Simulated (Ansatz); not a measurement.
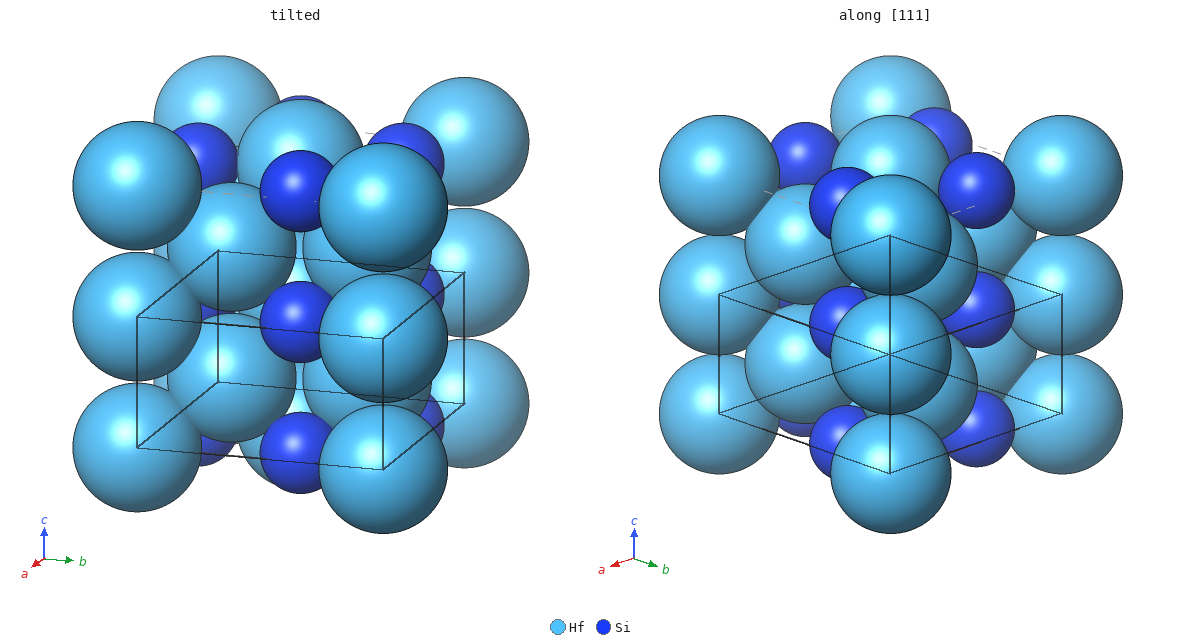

Drawn in the space-filling manner and seen slightly off an axis and along [111]. Solid lines give the conventional unit cell, repeated here 1×1×2 times.

Describe the arrangement of the atoms.

The formula is Hf$_{3}$Si$_{2}$. It takes space group P4/mbm (No. 127) on a primitive tetragonal lattice. In the cell are 6 Hf, 4 Si, which makes 2 formula units.

Provenance: a structure listed in the Materials Project. Earlier steps of the study, as a rule a relaxation of our own, may have changed the cell and positions, so they can lie some per cent off the listed ones. An electronic-structure calculation with Ansatz was run on it.
